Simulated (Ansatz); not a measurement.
## TaC: single-point calculation (part 1 of 2)

TaC (slab, 24 atoms in the cell), computed with DFT PBE+D3(BJ), scalar-relativistic, plane waves, PAW, no spin polarisation (Ansatz 0.2.0).

The structure derives from an entry of the Crystallography Open Database. It belongs to a series of runs on one base structure; here: the slab at its places in the relaxed adsorbed structure. Figures and captions count atoms from 1; the log counts them from 0 in places.

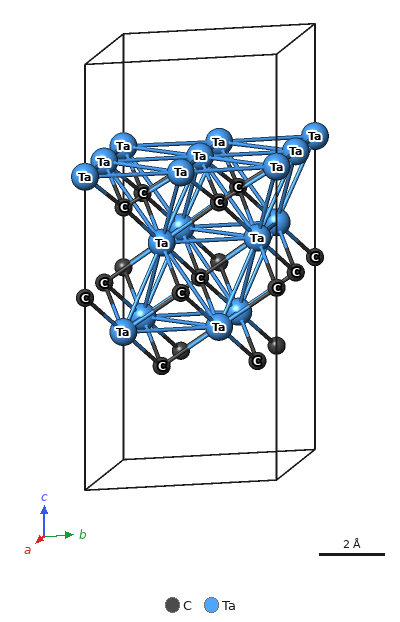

*The structure (ball-and-stick view of the cell of the calculation, with the vacuum cut short, seen slightly off an axis). An atom can appear more than once, as a periodic image.*

Near neighbours in the periodic cell (some may lie outside the picture): C has 3 Ta at 2.22 Å; Ta has 6 C at 2.22 Å and 9 Ta at 3.14 to 3.16 Å; C has 6 Ta at 2.14 to 2.25 Å; Ta has 6 C at 2.23 to 2.25 Å and 12 Ta at 3.07 to 3.16 Å; Ta has 3 C at 2.14 to 2.18 Å and 9 Ta at 3.07 to 3.14 Å.

### Summary

```csv
quantity,value
outcome,converged
electrons treated,204
free energy,−122200.4282 eV
"work function, top face",4.73 eV
"work function, bottom face",6.81 eV
Fermi energy,2.249 eV
gap on the k-point mesh,none (metallic)
work function (upper face),4.73 eV
largest force (length of the vector),3.426 eV/Å
hardware,"4 threads of AMD EPYC (Zen 5), 16 GiB of memory available, shared host"
wall time,4.6 s (CPU time 14 s)
peak memory,1.9 GiB
```

The program warns: the structure was made exactly symmetric. Spin–orbit coupling is left out, which matters for Ta.

### Input file
```yaml
crystal:
  lattice:
    - [6.2855222178, 0.0, 0.0]
    - [-3.1427611089, 5.4434219167, 0.0]
    - [0.0, 0.0, 24.4151342502]
  atoms:
    - { symbol: C, position: [0.1666666667, 0.3333333333, 0.3276656158] }
    - { symbol: C, position: [0.1666666667, 0.8333333333, 0.3276656158] }
    - { symbol: C, position: [0.6666666667, 0.3333333333, 0.3276656158] }
    - { symbol: C, position: [0.6666666667, 0.8333333333, 0.3276656158] }
    - { symbol: Ta, position: [0.3333333333, 0.1666666667, 0.3802160888] }
    - { symbol: Ta, position: [0.3333333333, 0.6666666667, 0.3802160888] }
    - { symbol: Ta, position: [0.8333333333, 0.1666666667, 0.3802160888] }
    - { symbol: Ta, position: [0.8333333333, 0.6666666667, 0.3802160888] }
    - { symbol: C, position: [0.5, 0.5, 0.4327665616] }
    - { symbol: C, position: [0.5, 0.0, 0.4327665616] }
    - { symbol: C, position: [0.0, 0.5, 0.4327665616] }
    - { symbol: C, position: [0.0, 0.0, 0.4327665616] }
    - { symbol: Ta, position: [0.666758589, 0.3333797051, 0.4863843932] }
    - { symbol: Ta, position: [0.6666660943, 0.8333322507, 0.4863302322] }
    - { symbol: Ta, position: [0.1666236849, 0.3333768139, 0.4863848063] }
    - { symbol: Ta, position: [0.1666215928, 0.8332435653, 0.4863843173] }
    - { symbol: C, position: [0.8342785786, 0.6657216378, 0.5404307293] }
    - { symbol: C, position: [0.8342782549, 0.1685520584, 0.5404301551] }
    - { symbol: C, position: [0.3314475913, 0.6657215863, 0.5404296546] }
    - { symbol: C, position: [0.3333382597, 0.1666653794, 0.5391521052] }
    - { symbol: Ta, position: [-2.723e-07, 0.4999990518, 0.587592942] }
    - { symbol: Ta, position: [-5.9485e-05, -3.08402e-05, 0.5884881894] }
    - { symbol: Ta, position: [0.5000317933, 0.5000622992, 0.5884885888] }
    - { symbol: Ta, position: [0.5000297761, -3.09238e-05, 0.588488904] }
basis:
  ecutwfc: 420
kpoints:
  mp_grid: { grid: [4, 4, 1] }
hamiltonian:
  xc: pbe
  dispersion: d3bj
scf:
  occupations: { method: gaussian, width: 0.1 }
output:
  forces: true
  eigenvalues: true
  write_density: true
  volumetric_format: npy
efield:
  axis: 3
  dipole_correction: true
  ramp_width: 0.04
```

Command:
```bash
ansatz run input.yaml --threads 4 --pin off --max-ram 10240MiB --backend cpu --events-out ev --progress --plain --runs-dir out
```

### Log
```
Warning: the atoms were moved onto the symmetric positions of the space group found under crystal.symmetry.tolerance 1.0e-5 (fractional; no operation is sought that the atoms, as they stand in a round, miss by more than twice it, and no atom is moved by as much as it), and the run uses the moved positions. Before a round's move an operation carried an atom to 6.05e-5 Å from where it should land, the largest such distance. Atom 19 (counting from 0) moved farthest, by 3.57e-5 Å; the longest move in fractions of the cell, of whichever atom, is 0.50 of the tolerance, in 1 round. To run the atoms as typed, lower crystal.symmetry.tolerance until the operations that they miss are no longer found, or set crystal.symmetry.detect: false (a key that needs symmetry detection or time reversal refuses this as the deck is read). The positions used, in the order of the run's atom list: position: [0.16666666666666666, 0.3333333333333333, 0.3276656158]; position: [0.16666666666666666, 0.8333333333333333, 0.3276656158]; position: [0.6666666666666666, 0.3333333333333333, 0.3276656158]; position: [0.6666666666666666, 0.8333333333333333, 0.3276656158]; position: [0.3333333333333333, 0.16666666666666663, 0.3802160888]; position: [0.33333333333333326, 0.6666666666666666, 0.3802160888]; position: [0.8333333333333334, 0.16666666666666663, 0.3802160888]; position: [0.8333333333333334, 0.6666666666666666, 0.3802160888]; position: [0.49999999999999994, 0.5, 0.4327665616]; position: [0.49999999999999994, -4.471725156571867e-17, 0.4327665616]; position: [-3.546548125977437e-17, 0.5, 0.4327665616]; position: [-3.546548125977437e-17, -4.471725156571867e-17, 0.4327665616]; position: [0.6667560509, 0.33337802545, 0.4863845056]; position: [0.6666666666666666, 0.8333333333333333, 0.4863302322]; position: [0.16662197454999997, 0.33337802545, 0.4863845056]; position: [0.16662197454999997, 0.8332439491, 0.4863845056]; position: [0.8342769013166667, 0.6657230986833332, 0.5404301796666667]; position: [0.8342769013166667, 0.1685538026333333, 0.5404301796666667]; position: [0.33144619736666664, 0.6657230986833332, 0.5404301796666667]; position: [0.33333333333333326, 0.1666666666666666, 0.5391521052]; position: [-5.782376293549888e-18, 0.49999999999999994, 0.587592942]; position: [-6.0828033333395554e-5, -3.0414016666716903e-5, 0.5884885607333333]; position: [0.5000304140166667, 0.5000608280333333, 0.5884885607333333]; position: [0.5000304140166667, -3.0414016666683184e-5, 0.5884885607333333]; The lattice was moved too: crystal.lattice keeps the space group found at crystal.symmetry.tolerance 1.0e-5 only nearly: the operation that it misses by the most changes a squared length by the fraction 1.07e-11. The run uses the lattice that is a stretch of the typed one, with no rotation, onto the one that keeps every operation to a double's rounding (on a very oblique basis the stretch itself rounds by more); the deck's lattice vector that moved farthest moved by 1.95e-11 Å. To run the lattice as typed, set crystal.symmetry.detect: false, as for the atoms. crystal.lattice made exact, in Å and degrees: [[6.285522217819453, 0.0, 0.0], [-3.1427611089097267, 5.443421916683152, 0.0], [0.0, 0.0, 24.4151342502]]. Pasted over the deck's crystal.lattice, beside positions in fractional coordinates, it runs the same cell (given as lengths and angles, that cell in the form's own orientation, a rigid turn of the misfit's size from the one run here, for which a checkpoint.post_process_only pass over this run's state can be refused: where this run relaxes nothing, give such a pass this deck's own crystal.lattice, as typed; behind a relaxation, as crystal.lattice, the state's own cell, identity.cell in its checkpoint.json), and a matrix so pasted ends this notice, except on a very skew basis of the lattice, where the rounding of the pasted numbers themselves can read as a misfit: the cell is then moved again, and that move is told again. The lattice as run is in this notice's lattice.as_run_ang field (Run.prep()["deck_notices"] in Python, the deck_notice line of an events file, deck_notices of ansatz run --dry-run=json, or deck_notices in record.json in the deck's checkpoint.write directory).
Engine: ansatz 0.2.0, x86_64-unknown-linux-gnu
Pseudopotentials: kind: paw
Pseudopotential: C, paw, valence charge 4, recommended cutoff 420 eV (normal), C.paw.azcp
Pseudopotential: Ta, paw, valence charge 13, recommended cutoff 420 eV (normal), Ta.paw.azcp
Functional definition: PBE
  parameter kappa = 0.804
  parameter beta = 0.06672455060314922
  exchange = pbe_x(kappa = kappa, mu = beta*pi^2/3)
  correlation = pbe_c(beta = beta)
Crystal: 24 atoms, lattice volume = 835.358 Å³
Basis set: ecut = 420 eV, 16353 PW (Γ), exchange–correlation on 90×90×360 points (8 copies of the dense FFT grid, shifted against one another)
Bands: 126, of which v1, the nominal top of the filled ones, is band 102 counted from 1 (101 counted from 0)
Symmetry: 6 space group operations
Space group: P3m1 (ITA 156), of the structure as read, at distance tolerance 9.4e-5 Å
k-points: 4 of 16 (time reversal used)
Non-local potential: C, projectors of the file, l = 0: 2, l = 1: 2, l = 2: 1
Non-local potential: Ta, projectors of the file, l = 0: 3, l = 1: 2, l = 2: 2, l = 3: 1
PAW form: soft (Blöchl's): semilocal exchange-correlation on the pseudo side does not see the compensation charge
PAW one-centre angular grid: C, 110 points (default); XC on 64 Gauss nodes
PAW one-centre angular grid: Ta, 590 points (default); XC on 64 Gauss nodes
Initial density: superposition of atomic densities (neutral atoms: chi_scale 0, normalization atom), corrected by the library's trained network
Initial wavefunctions: pseudopotential atomic-orbital guess
Functional: x = pbe(κ = 0.804, μ = 0.2195149727645171), c = pbe(β = 0.06672455060314922)
SCF iter   1: F=—  HF=-122201.064967 eV  |F-HF|=—  |Δ(HF+E_count)|=         —  Δρ=1.54e-2  dr2=5.12e1  ethr=1.77e-3  p=0.143 e·Å  D=3.09e-2 V/Å  ΔV_dip=-0.76 eV  dr2_dipole=2.41e1  V_vac-E_F(+/−)=5.52/6.28 eV  ⟨swp⟩=9.2  Hψ=2598  notcnv=0
efield: sawtooth ramp at fractional position 0.9381 (placed from the atoms, in the widest stretch of the axis that holds none; the zero of the levels goes with the place), width 0.0400; the density the first Hamiltonian is built on has a dipole p = 0.143 e·Å; the dipole correction subtracts the counter field D = 3.09e-2 V/Å, which shifts the + side's vacuum level by -0.76 eV against the − side's; the planar-averaged density in the ramp window peaks in size at 1.3e-5 e/Å³
preconditioner: auto → LDOS  [metal: Δε(μ)=0.053 eV  Ē_g=7.124 eV  σ=0.100 eV  W_gap=0.29  n_scr=148 (ndim 8)  ℏωp=13.4 eV  f_vac=0.590  D(μ)=15.49/eV (n_scr^D=80)  β→1.0]
SCF iter   2: F=—  HF=-122200.628027 eV  |F-HF|=—  |Δ(HF+E_count)|=   4.37e-1  Δρ=8.88e-3  dr2=1.34e1  ethr=1.77e-3  p=0.432 e·Å  D=9.37e-2 V/Å  ΔV_dip=-2.29 eV  dr2_dipole=5.74e0  V_vac-E_F(+/−)=4.61/6.90 eV  ⟨swp⟩=2.2  Hψ=624  notcnv=0  defer=53
SCF iter   3: F=—  HF=-122200.429425 eV  |F-HF|=—  |Δ(HF+E_count)|=   1.99e-1  Δρ=2.24e-3  dr2=4.53e-1  ethr=1.77e-3  p=0.371 e·Å  D=8.05e-2 V/Å  ΔV_dip=-1.96 eV  dr2_dipole=1.75e-1  V_vac-E_F(+/−)=4.87/6.83 eV  ⟨swp⟩=1.2  Hψ=451  notcnv=0  defer=53
SCF iter   4: F=—  HF=-122200.429937 eV  |F-HF|=—  |Δ(HF+E_count)|=   5.12e-4  Δρ=8.47e-4  dr2=1.98e-2  ethr=2.22e-4  p=0.365 e·Å  D=7.91e-2 V/Å  ΔV_dip=-1.93 eV  dr2_dipole=2.32e-3  V_vac-E_F(+/−)=4.87/6.80 eV  ⟨swp⟩=1.0  Hψ=580  notcnv=0  defer=28
SCF iter   5: F=—  HF=-122200.429199 eV  |F-HF|=—  |Δ(HF+E_count)|=   7.38e-4  Δρ=4.33e-4  dr2=8.45e-3  ethr=9.70e-6  p=0.383 e·Å  D=8.30e-2 V/Å  ΔV_dip=-2.03 eV  dr2_dipole=6.97e-4  V_vac-E_F(+/−)=4.78/6.80 eV  ⟨swp⟩=2.0  Hψ=609  notcnv=0  defer=28
SCF iter   6: F=—  HF=-122200.428676 eV  |F-HF|=—  |Δ(HF+E_count)|=   5.22e-4  Δρ=2.80e-4  dr2=4.76e-3  ethr=4.14e-6  p=0.389 e·Å  D=8.42e-2 V/Å  ΔV_dip=-2.06 eV  dr2_dipole=1.48e-3  V_vac-E_F(+/−)=4.75/6.81 eV  ⟨swp⟩=1.8  Hψ=464  notcnv=0  defer=28
SCF iter   7: F=—  HF=-122200.428576 eV  |F-HF|=—  |Δ(HF+E_count)|=   1.00e-4  Δρ=5.15e-5  dr2=8.63e-5  ethr=2.33e-6  p=0.391 e·Å  D=8.48e-2 V/Å  ΔV_dip=-2.07 eV  dr2_dipole=3.05e-5  V_vac-E_F(+/−)=4.74/6.81 eV  ⟨swp⟩=2.0  Hψ=525  notcnv=0  defer=28
SCF iter   8: F=—  HF=-122200.428189 eV  |F-HF|=—  |Δ(HF+E_count)|=   3.87e-4  Δρ=4.71e-5  dr2=1.20e-4  ethr=4.23e-8  p=0.392 e·Å  D=8.50e-2 V/Å  ΔV_dip=-2.08 eV  dr2_dipole=3.01e-5  V_vac-E_F(+/−)=4.73/6.81 eV  ⟨swp⟩=3.0  Hψ=813  notcnv=0  defer=28
SCF iter   9: F=—  HF=-122200.428184 eV  |F-HF|=—  |Δ(HF+E_count)|=   5.32e-6  Δρ=1.28e-5  dr2=6.74e-6  ethr=4.23e-8  p=0.393 e·Å  D=8.51e-2 V/Å  ΔV_dip=-2.08 eV  dr2_dipole=2.46e-6  V_vac-E_F(+/−)=4.73/6.81 eV  ⟨swp⟩=2.0  Hψ=594  notcnv=0  defer=28
SCF iter  10: F=—  HF=-122200.428184 eV  |F-HF|=—  |Δ(HF+E_count)|=   4.17e-7  Δρ=4.93e-6  dr2=9.92e-7  ethr=3.31e-9  p=0.393 e·Å  D=8.52e-2 V/Å  ΔV_dip=-2.08 eV  dr2_dipole=8.32e-8  V_vac-E_F(+/−)=4.73/6.81 eV  ⟨swp⟩=2.2  Hψ=654  notcnv=0  defer=28
SCF iter  11: F=-122200.428184 eV  HF=-122200.428184 eV  |F-HF|=2.45e-8  |Δ(HF+E_count)|=   1.61e-7  Δρ=1.27e-6  dr2=2.77e-8  ethr=4.90e-11  p=0.393 e·Å  D=8.52e-2 V/Å  ΔV_dip=-2.08 eV  dr2_dipole=2.80e-9  V_vac-E_F(+/−)=4.73/6.81 eV  ⟨swp⟩=18.0  Hψ=3059  notcnv=0
SCF 1 converged in 11 iterations: F = -122200.428184 eV  dr2 = 2.77e-8
  greatest PAW one-centre occupation: 0.999 electrons in one spin orbital (limit 2), on the Ta atom at site 7 (counted from 0), in its partial waves of l = 0
```

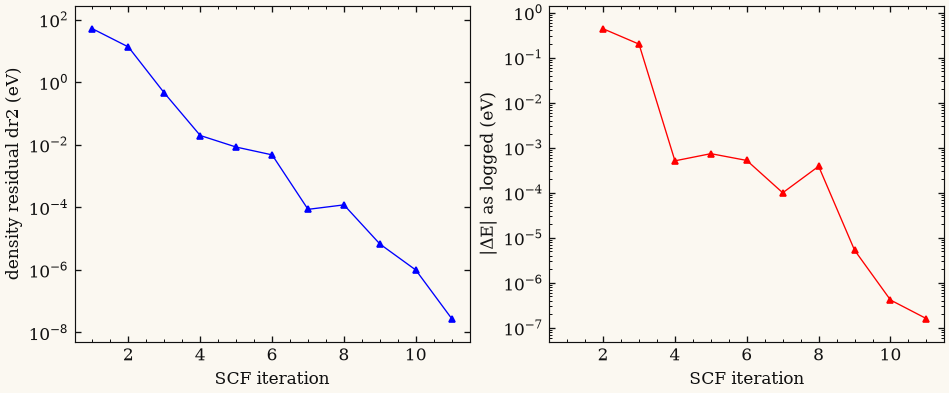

*Convergence of the self-consistent field: density residual dr2 and size of the energy change against the SCF iteration.*

The residual falls almost steadily, with no more than small rises.

```
SCF converged after 11 iterations
Free energy (F): -122200.428184 eV
Harris-Foulkes:  -122200.428184 eV  (|F-HF|=2.45e-8)
Internal energy: -122200.300971 eV  (E = F + TS)
E sigma→0 (E₀):  -122200.364578 eV
Entropy (-TS):   -0.127213 eV (-5.301 meV/atom)
Fermi energy:    2.248508 eV
Dipole field:    D = 0.085121 V/Å  (p = 0.392961 e·Å, saw-weighted, corrected)
Work function:   Φ+ = 4.7286 eV   Φ− = 6.8068 eV
Levels:          The Fermi level and band energies are counted from a zero that moves with the ramp; work functions are not
--- Per-component energies (eV) ---
  E_band       = -4207.923557
  E_kinetic    = 5425.039046
  E_local      = -219351.822726  (includes V_loc(G=0)·N_el)
  E_nonlocal   = 495.617589
  E_hartree    = 106907.732608
  E_xc         = -3191.921286
  E_vxc        = -3154.541622  (∫ρ·V_xc dr)
  E_paw        = -101945.197815  (= ΣΔE_a)
  E_vpaw       = -1431.458025  (= ΣTr[D̂ρ^β])
  E_aug_tail   = 0.001895  (compensation charges beyond the density's cutoff)
  E_efield     = 0.016725  (sawtooth field / dipole correction)
  E_vefield    = -6.228835  (∫n·V_field dr)
  E_ewald      = 89468.033723
  E_disp       = -7.800729  (pairwise vdW)
  E_smearing   = -0.127213  (= −TS)
  E_closure    = -0.000000  (closes the sum)
  Σ components = -122200.428184   (vs F -122200.428184, Δ=0.00e0)
--- Forces (eV/Å), atoms counted from 1 ---
  atom   1  C     -0.00822317     0.00474765     2.69001688
  atom   2  C     -0.00000000    -0.00949530     2.69001688
  atom   3  C      0.00822317     0.00474765     2.69001688
  atom   4  C     -0.00000000     0.00000000     2.67123703
  atom   5  Ta     0.00000000     0.00000000    -3.39172940
  atom   6  Ta     0.00463439     0.00267566    -3.42553430
  atom   7  Ta     0.00000000    -0.00535133    -3.42553430
  atom   8  Ta    -0.00463439     0.00267566    -3.42553430
  atom   9  C      0.00000000     0.02053826     0.66000772
  atom  10  C      0.01778665    -0.01026913     0.66000772
  atom  11  C      0.00000000     0.00000000     0.62148494
  atom  12  C     -0.01778665    -0.01026913     0.66000772
  atom  13  Ta    -0.00845965    -0.00488418     0.18928251
  atom  14  Ta    -0.00000000     0.00000000     0.34376759
  atom  15  Ta     0.00845965    -0.00488418     0.18928251
  atom  16  Ta     0.00000000     0.00976837     0.18928251
  atom  17  C     -0.22533944     0.13009979     0.01800915
  atom  18  C      0.00000000    -0.26019958     0.01800915
  atom  19  C      0.22533944     0.13009979     0.01800915
  atom  20  C     -0.00000000     0.00000000     0.52453630
  atom  21  Ta     0.00000000     0.00000000     0.15554548
  atom  22  Ta     0.08404657     0.04852431    -0.43994601
  atom  23  Ta     0.00000000    -0.09704862    -0.43994601
  atom  24  Ta    -0.08404657     0.04852431    -0.43994601
  max |Σ_I F_I| component: 3.50e-4 eV/Å
--- Band table (eV) ---
```
